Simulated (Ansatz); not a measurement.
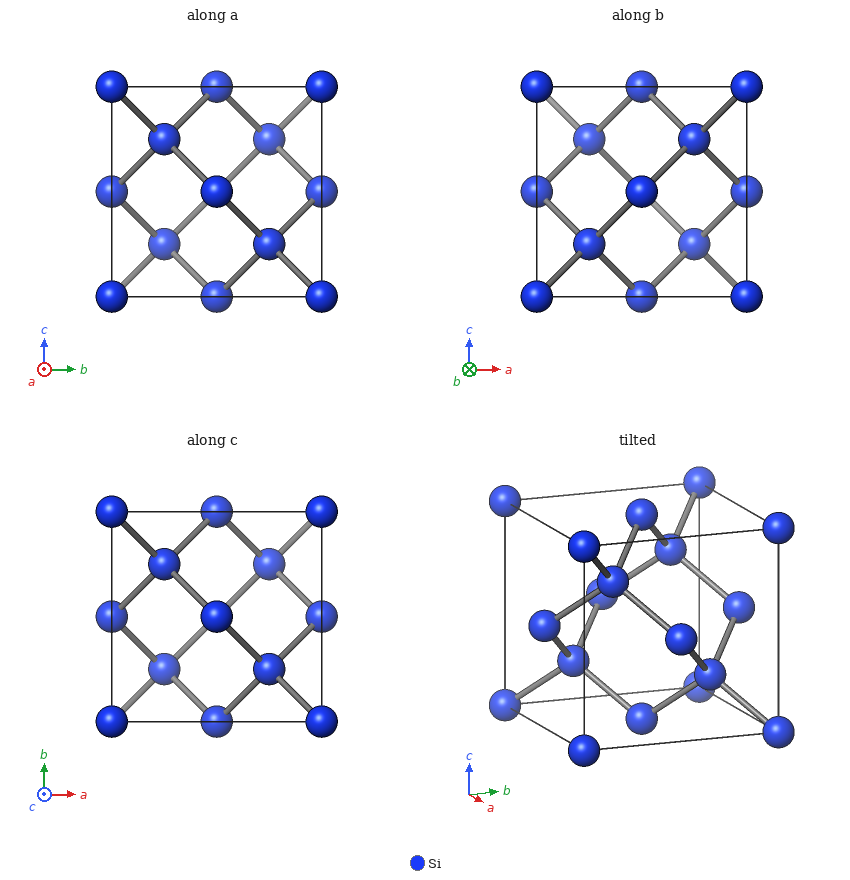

A ball-and-stick picture of a crystal structure, seen along the a axis, along the b axis, along the c axis and slightly off an axis. The edges of the conventional unit cell are marked.

Lattice parameters: a = 5.608 Å, b = 5.608 Å, c = 5.608 Å, α = 90.00°, β = 90.00°, γ = 90.00°. Put a along x and b in the xy plane.

> Transcribe the picture into a POSCAR file.

```
Si
1.0
     5.608    0.000    0.000
     0.000    5.608    0.000
     0.000    0.000    5.608
Si
8
Direct
  0.0000 0.0000 0.0000
  0.2500 0.7500 0.7500
  0.0000 0.5000 0.5000
  0.2500 0.2500 0.2500
  0.5000 0.0000 0.5000
  0.7500 0.7500 0.2500
  0.5000 0.5000 0.0000
  0.7500 0.2500 0.7500
```

Starting structure: a structure type filled with this element by a generator (whether the element takes this form wasn't checked). Earlier steps of the study may have refined or changed the cell and positions. A calculation with Ansatz used it as input.
